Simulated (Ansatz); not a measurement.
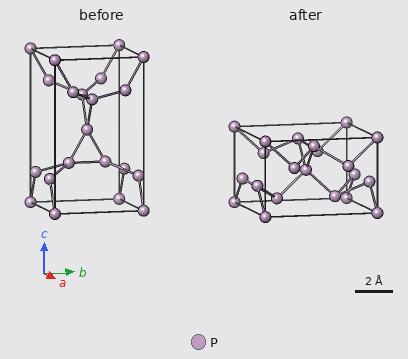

The structure of solid P (a generated structure, set up in I-4m2) (coarse preliminary run) before (left) and after (right) a relaxation, at one scale.

The picture is a ball-and-stick view of the conventional cell (2 times the calculation's cell), seen slightly off an axis. Lengths and directions refer to the drawn axes.

These are results of DFT PBE, scalar-relativistic, plane waves, PAW in Ansatz, not measurements.

The input:
```yaml
crystal:
  lattice:
    - [-2.5387083, 2.5387083, 4.2797784]
    - [2.5387083, -2.5387083, 4.2797784]
    - [2.5387083, 2.5387083, -4.2797784]
  atoms:
    - { symbol: P, position: [0.0, 0.0, 0.0] }
    - { symbol: P, position: [0.99377024, 0.78777731, 0.20599293] }
    - { symbol: P, position: [0.21222269, 0.41821562, 0.20599293] }
    - { symbol: P, position: [0.21222269, 0.00622976, 0.79400707] }
    - { symbol: P, position: [0.58178438, 0.78777731, 0.79400707] }
basis:
  ecutwfc: 420
kpoints:
  mp_grid: { grid: [6, 6, 6] }
hamiltonian:
  xc: pbe
scf:
  occupations: { method: gaussian, width: 0.1 }
  lower_state_search: "off"
output:
  forces: true
  stress: true
  eigenvalues: true
relax:
  adjacent_minimum: "off"
  f_tol: 0.04
  max_steps: 70
  cell: { stress_tol: 0.4 }
```

Command:
```bash
ansatz run input.yaml --threads 1 --pin off --max-ram 2560MiB --backend cpu --events-out ev --progress --plain --runs-dir out
```

### What changed between the two?

Over 25 accepted moves (28 points after the start) the energy falls by 688 meV per atom. The largest force component goes from 1.8 to 0.0077 eV/Å. The pressure goes from 17.11 to 0.06 GPa. The line search rejected the trial step at point 13 of the run. The SCF was repeated twice at an unchanged geometry on a basis and grid sized afresh for the cell, which shifted the energy by 31.0 meV per atom at most. The largest moves relative to the cell, 0.72 Å, are those of P2, P3, P4 and P5. P5 goes along [0 −1 −3]. Cell: a = b 5.077 → 6.414 Å (+26.3 %), c 8.560 → 4.204 Å (−50.9 %). Volume −21.6 %. Among the contacts that change: P2–P3 5.144 → 2.617 Å, P2–P5 2.092 → 3.329 Å, P2–P3 (another image) 2.208 → 2.383 Å, P1–P2 2.096 → 2.261 Å. Bonds break: P2–P5 (2.09 → 3.33 Å), P3–P4 (2.09 → 3.33 Å). Bond angles that change, for instance: P2–P1–P5 59.9° → 94.8°, P1–P3–P2 126.2° → 101.8°, P2–P1–P3 138.7° → 117.3°. The space group stays I-4m2 (No. 119). The run took 5.5 min on 1 thread of Intel(R) Xeon(R) Processor @ 2.50GHz (Skylake/Cascade Lake), with other jobs on the host, peak memory 0.38 GiB.
